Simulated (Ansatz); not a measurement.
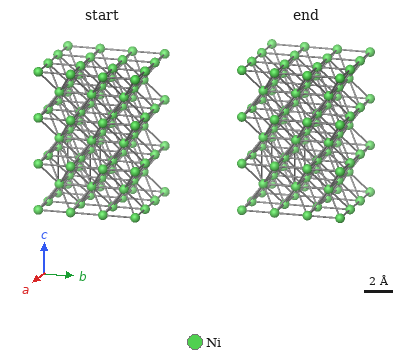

The structure of crystalline Ni (set up in Fm-3m) before (left) and after (right) a relaxation, at one scale.

Style: ball-and-stick. Shown: the cell of the calculation, repeated 3 × 3 × 3 with one cell outlined, slightly off an axis.

Phase: fcc.

Level of theory: DFT, BLYP, plane waves (420 eV) with PAW, scalar-relativistic in Ansatz 0.2.0. Set-up: plane-wave cutoff 420 eV; k-point mesh 13 × 13 × 9; occupations fermi dirac; smearing width 0.05 eV; collinear spin; cell and atoms relaxed; force threshold 0.01 eV/Å; at most 60 steps.

### Summarise the run.

After 3 accepted moves (4 points after the start) the energy has fallen by 10.1 meV per atom. All forces vanish by symmetry, so only the cell relaxes. Pressure: 7.55 GPa at the start and 0.04 GPa at the end. The SCF was repeated once at an unchanged geometry on a basis and grid sized afresh for the cell, which shifted the energy by 0.2 meV per atom at most. The atoms keep their places relative to the cell (all moves are under 0.005 Å). The volume changes by +4.1 %, with a = b 2.492 → 2.525 Å (+1.3 %), c 3.524 → 3.572 Å (+1.4 %). Near-neighbour distances that change, for instance: Ni–Ni 2.492 → 2.525 Å. The space group stays Fm-3m (No. 225). The program noted that the starting moments weren't kept. The run took of the order of 70 core-seconds on a shared host.
